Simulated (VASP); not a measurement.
```
CELL_PARAMETERS angstrom
3.29880 0.00000 0.00000
0.00000 3.29880 0.00000
0.00000 0.00000 3.29880
ATOMIC_POSITIONS crystal
Ag 0.00000 0.00000 0.00000
Ag 0.50000 0.50000 0.50000
```

Space group Im-3m; a generated structure, not necessarily the stable one; computed pressure about −2 GPa in this cell.

Method: VASP 6.6.1, Kohn-Sham DFT of a periodic cell, r2SCAN, VASP PAW PBE potentials, recommended.

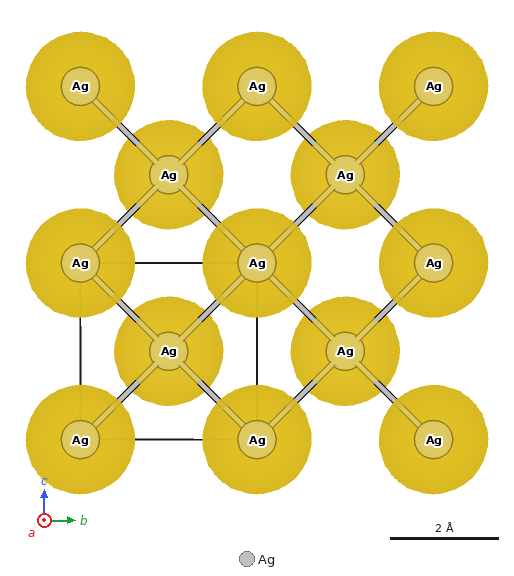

Ag. Isosurface of the valence pseudo-density at 0.5 e/Å³ (yellow), seen along the a axis. Sticks mark near contacts.

Question: What does this surface tell about the bonding?

Answer: At this value the density breaks into separate islands; it holds about 75 % of the electrons treated as valence. It bridges none of the near contacts. It is pinched off along the shortest Ag–Ag (2.86 Å) contacts. On the grid the lowest density along these lines, outside the cores, is 0.21 e/Å³ (Ag–Ag, 2.86 Å).
